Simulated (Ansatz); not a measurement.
**Wannier-function calculation of PtTe2**

- system: PtTe2 (P-3m1, 3 atoms in the cell)
- method: maximally localised Wannier functions of PBE bands, plane waves, PAW, no spin polarisation (Ansatz 0.2.0)

The structure was built on a prototype by a generator. The geometry comes from this level: r2scan-rvv10. It belongs to a series of runs on one base structure; here: metal d. Figures and captions count atoms from 1; the log counts them from 0 in places.

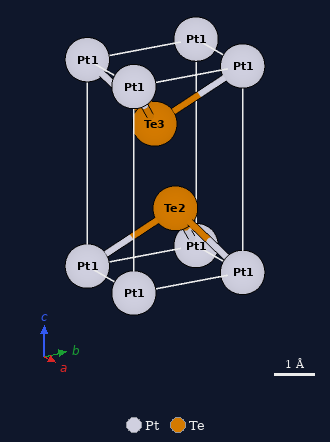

The structure as given in the input (ball-and-stick view of the cell of the calculation, seen slightly off an axis; atoms are numbered from 1 in the order of the input). Near neighbours in the crystal (not all of them lie inside the picture): Pt has 6 Te at 2.70 Å; Te has 3 Pt at 2.70 Å.

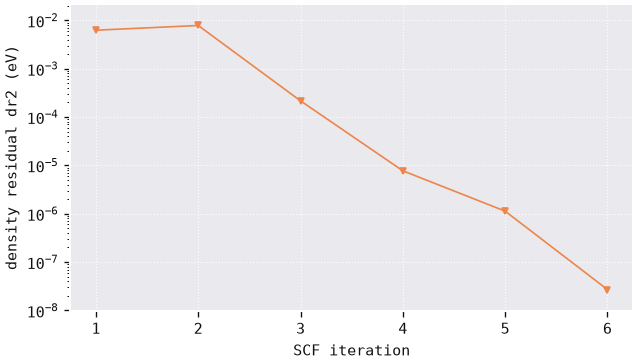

Convergence of the self-consistent field: density residual dr2 against the SCF iteration. The residual falls almost steadily, with no more than small rises.

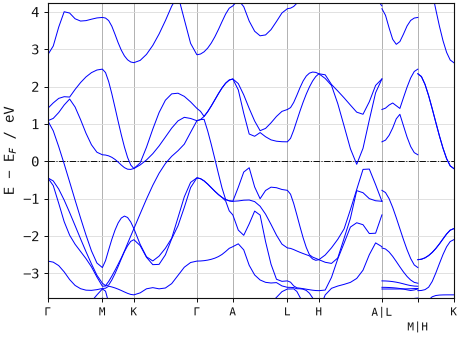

Band structure along Γ–M–K–Γ–A–L–H–A|L–M|H–K, with energies from the Fermi level. Bands cross the Fermi level: a metal at this level of theory.

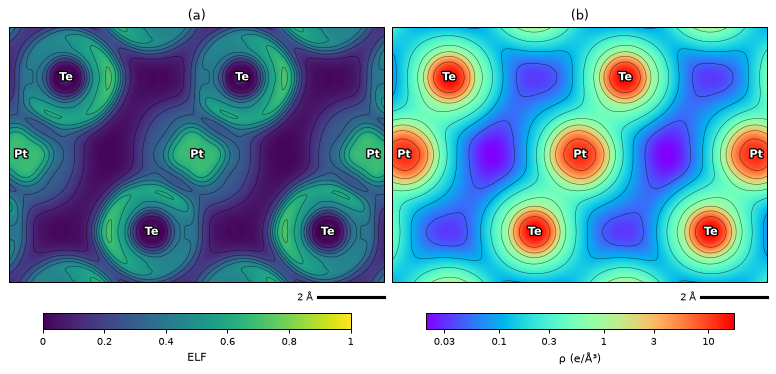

(a) electron localisation function; (b) valence charge density (pseudo) on the (110) plane of the conventional cell. The section cuts through Pt and Te sites. Te–Pt (2.70 Å): the density is about 0.48 e/Å³ at the midpoint; the ELF is about 0.50 at the midpoint. Away from the nuclei the density in this plane falls to 0.02 e/Å³ at its lowest. The strong features right at Pt lie inside the PAW spheres (semicore, d or f shells) and say nothing about bonding. Core electrons are frozen (PAW), so the fields are smoothed inside the atomic spheres.

These pictures come from the run below.

Input
```yaml
crystal:
  lattice:
    - [4.0381770501, 0.0, 0.0]
    - [-2.019088525, 3.4971639103, 0.0]
    - [0.0, 0.0, 5.310961571]
  atoms:
    - { symbol: Pt, position: [0.0, 0.0, 0.0] }
    - { symbol: Te, position: [0.3333333333, 0.6666666667, 0.2568463257] }
    - { symbol: Te, position: [0.6666666667, 0.3333333333, 0.7431536743] }
kpoints:
  mp_grid: { grid: [6, 6, 4] }
  band_path:
    path:
      - [[0.0, 0.0, 0.0], [0.5, -7.690841913363e-18, -6.158619431888e-36], [0.3333333333333, 0.3333333333333, -6.539716128602e-35], [0.0, 0.0, 0.0], [-1.436956283859e-52, 4.72552278632e-52, 0.5], [0.5, -7.690841913363e-18, 0.5], [0.3333333333333, 0.3333333333333, 0.5], [-1.436956283859e-52, 4.72552278632e-52, 0.5]]
      - [[0.5, -7.690841913363e-18, 0.5], [0.5, -7.690841913363e-18, -6.158619431888e-36]]
      - [[0.3333333333333, 0.3333333333333, 0.5], [0.3333333333333, 0.3333333333333, -6.539716128602e-35]]
    npoints: 10
hamiltonian:
  xc: pbe
scf:
  occupations: { method: fermi_dirac, width: 0.02 }
  n_extra_bands: 6
output:
  forces: false
  stress: false
  eigenvalues: true
  wannier:
    kmesh: [6, 6, 4]
    projections: [{ species: Pt, l: d, shell: 5 }]
    minimise: true
    write_hr: true
    conv_tol: 1.0e-08
    max_iter: 3000
  write_density: true
  write_potential: true
  elf: true
  volumetric_format: npy
```

File wannier.win
```
! ansatz wannier90 interface
! projections by site (counted from 0) and shell: 0 5D
! states of the run's bands (counted from 1): combinations of 17-25
! their least projectability: 0.5155
num_bands = 5
num_wann  = 5
num_iter  = 2000
conv_tol = 1e-8
conv_window = 5
guiding_centres = true
write_hr = true

begin unit_cell_cart
Ang
        4.038177050061949  -2.8867366381529504e-11                      0.0
      -2.0190885250059742       3.4971639103473864                      0.0
                      0.0                      0.0              5.310961571
end unit_cell_cart

begin atoms_frac
Pt                       0.0                      0.0                      0.0
Te        0.3333333333333333       0.6666666666666666             0.2568463257
Te        0.6666666666666666       0.3333333333333333             0.7431536743
end atoms_frac

mp_grid = 6 6 4
```

Launch command:
```bash
ansatz run input.yaml --threads 4 --pin off --max-ram 3686MiB --backend cpu --events-out ev --progress --plain --runs-dir out
```

The program's output
```
scf.n_extra_bands = 6 over 25 filled bands (N_el = 50.0): the run solves 31 bands
Engine: ansatz 0.2.0, x86_64-unknown-linux-gnu
Pseudopotentials: kind: paw
Pseudopotential: Pt, paw, valence charge 18, recommended cutoff 420 eV (normal), Pt.paw.azcp
Pseudopotential: Te, paw, valence charge 16, recommended cutoff 420 eV (normal), Te.paw.azcp
Functional definition: PBE
  parameter kappa = 0.804
  parameter beta = 0.06672455060314922
  exchange = pbe_x(kappa = kappa, mu = beta*pi^2/3)
  correlation = pbe_c(beta = beta)
Crystal: 3 atoms, lattice volume = 75.002 Å³
Basis set: ecut = 420 eV, 1433 PW (Γ)
Bands: 31, of which v1, the nominal top of the filled ones, is band 25 counted from 1 (24 counted from 0)
Symmetry: 12 space group operations
Space group: P-3m1 (ITA 164), of the structure as read, at distance tolerance 4.2e-5 Å
k-points: 24 of 144
Non-local potential: Pt, projectors of the file, l = 0: 3, l = 1: 2, l = 2: 2, l = 3: 1
Non-local potential: Te, projectors of the file, l = 0: 2, l = 1: 2, l = 2: 2, l = 3: 2
PAW form: soft (Blöchl's): semilocal exchange-correlation on the pseudo side does not see the compensation charge
PAW one-centre angular grid: Pt, 590 points (default); XC on 64 Gauss nodes
PAW one-centre angular grid: Te, 590 points (default); XC on 64 Gauss nodes
Initial density: superposition of atomic densities (neutral atoms: chi_scale 0, normalization atom), corrected by the library's trained network
Initial wavefunctions: pseudopotential atomic-orbital guess
Functional: x = pbe(κ = 0.804, μ = 0.2195149727645171), c = pbe(β = 0.06672455060314922)
SCF iter   1: F=—  HF=-26484.079041 eV  |F-HF|=—  |Δ(HF+E_count)|=         —  Δρ=2.99e-3  dr2=6.24e-3  ethr=1.77e-3  ⟨swp⟩=7.1  Hψ=3362  notcnv=0
preconditioner: auto → LDOS  [insulator: Δε(μ)=0.086 eV  Ē_g=9.515 eV  σ=0.020 eV  W_gap=0.78  n_scr=22 (ndim 8)  ℏωp=20.1 eV  f_vac=0.015  D(μ)=0.78/eV (n_scr^D=2)  ε∞_Penn≈5.5  β→1.0]
SCF iter   2: F=—  HF=-26484.080582 eV  |F-HF|=—  |Δ(HF+E_count)|=   1.54e-3  Δρ=2.73e-3  dr2=7.82e-3  ethr=1.25e-5  ⟨swp⟩=3.0  Hψ=1692  notcnv=0  defer=35
SCF iter   3: F=—  HF=-26484.078729 eV  |F-HF|=—  |Δ(HF+E_count)|=   1.85e-3  Δρ=4.96e-4  dr2=2.16e-4  ethr=1.25e-5  ⟨swp⟩=2.3  Hψ=1400  notcnv=0  defer=35
SCF iter   4: F=—  HF=-26484.078680 eV  |F-HF|=—  |Δ(HF+E_count)|=   4.88e-5  Δρ=7.76e-5  dr2=7.72e-6  ethr=4.32e-7  ⟨swp⟩=2.0  Hψ=1175  notcnv=0  defer=35
SCF iter   5: F=—  HF=-26484.078677 eV  |F-HF|=—  |Δ(HF+E_count)|=   2.60e-6  Δρ=2.81e-5  dr2=1.13e-6  ethr=1.54e-8  ⟨swp⟩=2.0  Hψ=1213  notcnv=0  defer=35
SCF iter   6: F=-26484.078677 eV  HF=-26484.078677 eV  |F-HF|=3.67e-9  |Δ(HF+E_count)|=   1.76e-7  Δρ=5.03e-6  dr2=2.70e-8  ethr=2.00e-10  ⟨swp⟩=6.0  Hψ=2628  notcnv=0
SCF 1 converged in 6 iterations: F = -26484.078677 eV  dr2 = 2.70e-8
  greatest PAW one-centre occupation: 1.000 electrons in one spin orbital (limit 2), on the Pt atom at site 0 (counted from 0), in its partial waves of l = 0
NSCF: frozen V_eff on 93 k-points
NSCF: frozen V_eff on 27 k-points
the Wannier pass solved 27 of the 144 points of its mesh, and has the states at the others by symmetry: states obtained by the crystal's operations at points that were solved too leave a residual of 3.01e-13 eV (read by the count's bands and the next), within 1.11e-5 eV
SCF converged after 6 iterations
Free energy (F): -26484.078677 eV
Harris-Foulkes:  -26484.078677 eV  (|F-HF|=3.67e-9)
Internal energy: -26484.077592 eV  (E = F + TS)
E sigma→0 (E₀):  -26484.078135 eV
Entropy (-TS):   -0.001085 eV (-0.362 meV/atom)
Fermi energy:    13.364190 eV
--- Per-component energies (eV) ---
  E_band       = -716.460845
  E_kinetic    = 1000.926426
  E_local      = -4583.155147  (includes V_loc(G=0)·N_el)
  E_nonlocal   = -421.507952
  E_hartree    = 2424.798751
  E_xc         = -511.636842
  E_vxc        = -512.884267  (∫ρ·V_xc dr)
  E_paw        = -18779.237159  (= ΣΔE_a)
  E_vpaw       = -1049.445266  (= ΣTr[D̂ρ^β])
  E_aug_tail   = -0.000131  (compensation charges beyond the density's cutoff)
  E_ewald      = -5614.265538
  E_smearing   = -0.001085  (= −TS)
  E_closure    = 0.000000  (closes the sum)
  Σ components = -26484.078677   (vs F -26484.078677, Δ=0.00e0)
--- Band table (eV; the first three rows and the last of 24) ---
  k-point 0: bands = ["-85.7482", "-40.0033", "-40.0033", "-39.9267", "-24.1542", "-24.1542", "-24.1439", "-24.1410", "-24.1375", "-24.1375", "-24.1368", "-24.1368", "-24.1325", "-24.1325", "-0.5137", "2.6941", "6.7282", "7.7421", "7.7421", "9.6420", "9.6420", "10.6897", "12.9190", "12.9190", "14.4484", "14.4484", "14.7790", "16.2144", "17.5887", "19.3630", "19.3630"]
  k-point 1: bands = ["-85.7482", "-40.0033", "-40.0033", "-39.9267", "-24.1520", "-24.1520", "-24.1437", "-24.1412", "-24.1403", "-24.1403", "-24.1368", "-24.1368", "-24.1319", "-24.1319", "-0.2462", "1.9422", "7.7179", "7.7809", "7.7809", "9.6270", "9.6270", "10.7682", "12.5595", "12.5595", "13.4243", "15.0083", "15.0083", "16.6965", "18.4957", "19.0110", "19.0110"]
  k-point 2: bands = ["-85.7482", "-40.0033", "-40.0033", "-39.9267", "-24.1482", "-24.1482", "-24.1441", "-24.1441", "-24.1435", "-24.1413", "-24.1375", "-24.1375", "-24.1313", "-24.1313", "0.2646", "1.0708", "7.8210", "7.8210", "8.8005", "9.6140", "9.6140", "11.0757", "11.9267", "12.2911", "12.2911", "15.5671", "15.5671", "17.5234", "18.5406", "18.5406", "19.1941"]
  k-point 23: bands = ["-85.7482", "-40.0055", "-40.0055", "-39.9264", "-24.1491", "-24.1491", "-24.1464", "-24.1429", "-24.1365", "-24.1365", "-24.1358", "-24.1340", "-24.1340", "-24.1336", "1.7369", "1.7369", "7.4460", "7.4460", "7.5053", "9.3596", "9.3596", "9.3705", "9.8979", "10.7273", "10.7273", "15.7059", "15.7059", "19.1043", "19.9358", "19.9358", "20.4405"]
Wannier search: line search 1 of at most 3000: gauge-dependent spread (as the search counts it) 0.7698804 Å², largest recent change 5.4e-2 Å² and fall left 1.1e-4 Å² against conv_tol 1.0e-8 Å², 0 stops escaped
```

File rho_z.tsv
```
# z_ang	rho[e/angstrom^3]
# format = ansatz-planar-average/11
# lattice	4.038177050	-0.000000000	0.000000000
# lattice	-2.019088525	3.497163910	0.000000000
# lattice	0.000000000	0.000000000	5.310961571
# sites	3
# site	78	0.000000000	0.000000000	0.000000000
# site	52	0.000000000	2.331442607	1.364100965
# site	52	2.019088525	1.165721303	3.946860606
0.000000	1.210309e0
0.147527	1.153347e0
0.295053	1.005738e0
0.442580	8.171564e-1
0.590107	6.472314e-1
0.737634	5.724655e-1
0.885160	6.431425e-1
1.032687	8.225056e-1
1.180214	1.009555e0
1.327740	1.101697e0
1.475267	1.042074e0
1.622794	8.480719e-1
1.770321	5.976133e-1
1.917847	3.800393e-1
2.065374	2.446924e-1
2.212901	1.793813e-1
2.360427	1.453144e-1
2.507954	1.251536e-1
2.655481	1.186056e-1
2.803007	1.251536e-1
2.950534	1.453144e-1
3.098061	1.793813e-1
3.245588	2.446924e-1
3.393114	3.800393e-1
3.540641	5.976133e-1
3.688168	8.480719e-1
3.835694	1.042074e0
3.983221	1.101697e0
4.130748	1.009555e0
4.278275	8.225056e-1
4.425801	6.431425e-1
4.573328	5.724655e-1
4.720855	6.472314e-1
4.868381	8.171564e-1
5.015908	1.005738e0
5.163435	1.153347e0
```

File v_z.tsv
```
# z_ang	v_es[eV]	v_tot[eV]
# format = ansatz-planar-average/11
# xc	pbe
# density_cutoff_ev	1680
# datasets	Pt=:simpson_from_first_knot:soft	Te=:simpson_from_first_knot:soft
# lattice	4.038177050	-0.000000000	0.000000000
# lattice	-2.019088525	3.497163910	0.000000000
# lattice	0.000000000	0.000000000	5.310961571
# sites	3
# site	78	0.000000000	0.000000000	0.000000000
# site	52	0.000000000	2.331442607	1.364100965
# site	52	2.019088525	1.165721303	3.946860606
0.000000	1.811172e0	-1.108396e1
0.147527	2.067416e0	-1.076135e1
0.295053	2.692606e0	-9.936091e0
0.442580	3.466014e0	-8.875417e0
0.590107	4.627109e0	-7.394888e0
0.737634	6.427071e0	-5.352171e0
0.885160	8.618474e0	-3.016288e0
1.032687	1.073958e1	-7.750835e-1
1.180214	1.248399e1	1.114606e0
1.327740	1.349037e1	2.337201e0
1.475267	1.348077e1	2.631413e0
1.622794	1.266985e1	2.229198e0
1.770321	1.166154e1	1.736702e0
1.917847	1.109750e1	1.765817e0
2.065374	1.135001e1	2.596866e0
2.212901	1.238733e1	4.112512e0
2.360427	1.369904e1	5.781862e0
2.507954	1.458029e1	6.885941e0
2.655481	1.482887e1	7.205139e0
2.803007	1.458029e1	6.885941e0
2.950534	1.369904e1	5.781862e0
3.098061	1.238733e1	4.112512e0
3.245588	1.135001e1	2.596866e0
3.393114	1.109750e1	1.765817e0
3.540641	1.166154e1	1.736702e0
3.688168	1.266985e1	2.229198e0
3.835694	1.348077e1	2.631413e0
3.983221	1.349037e1	2.337201e0
4.130748	1.248399e1	1.114606e0
4.278275	1.073958e1	-7.750835e-1
4.425801	8.618474e0	-3.016288e0
4.573328	6.427071e0	-5.352171e0
4.720855	4.627109e0	-7.394888e0
4.868381	3.466014e0	-8.875417e0
5.015908	2.692606e0	-9.936091e0
5.163435	2.067416e0	-1.076135e1
```

File wannier.spreads.toml
```
omega_i_ang2 = 17.549003417785684
omega_d_ang2 = 0.000000000003802415355921435
omega_od_ang2 = 0.7500915579280386
omega_total_ang2 = 18.299094975717527
least_projectability = 0.5154708637731976
b_vectors_match_mmn = true
n_iter = 51
converged = true
rejected_fitted_steps = 1

[[wannier]]
r = [0.00000000005394105321133857, 0.000000000009861478057104403, 0.000000000023016620154879222]
spread = 3.002217571322235

[[wannier]]
r = [-0.0000000001244091038029651, 0.00000000018317410680062057, -0.000000000040890102003921406]
spread = 3.0040527508331265

[[wannier]]
r = [-0.00000000006808409868118657, 0.0000000001822314084410503, -0.0000000000027346884413635706]
spread = 3.004106301841429

[[wannier]]
r = [0.000000000012098899513579157, 0.00000000003738042107077237, -0.00000000007943333731563302]
spread = 4.640679133945538

[[wannier]]
r = [0.000000000009513284146705611, 0.000000000015480613351856812, -0.00000000000044168703903839016]
spread = 4.648039217775526

[[curvature_check]]
after_line_search = 18
omega_tilde_before_ang2 = 0.7501502554605269
krylov_steps = 40
lowest_ritz_value_ang2 = -0.0016839246339675632
residual_ang2 = 4.733244165296896e-16
settled = true
first_negative_step = 8
curvature_along_ang2 = -0.0016843709705235532
angle_rad = 0.17735841140904343
omega_tilde_after_ang2 = 0.7501161314415015
outcome = "escaped"

[[curvature_check]]
after_line_search = 51
omega_tilde_before_ang2 = 0.750091557931841
krylov_steps = 37
lowest_ritz_value_ang2 = 0.00048025813794683956
residual_ang2 = 4.961483665753025e-12
settled = true
outcome = "no-negative-curvature"
```

Key numbers

- outcome: converged
- space group (tolerance 0.01 Å): P-3m1 (164)
- electrons treated: 50
- free energy: −26484.0787 eV
- total spread of the Wannier functions: 18.299 Å²
- Fermi energy: 13.364 eV
- band gap: none (metallic)
- hardware: 4 threads of Intel Xeon (Granite Rapids), 64 GiB of memory available, shared host
- wall time: 1.8 s (CPU time 6 s)
- peak memory: 0.56 GiB

Notes

Spin–orbit coupling is left out, which matters for Pt.
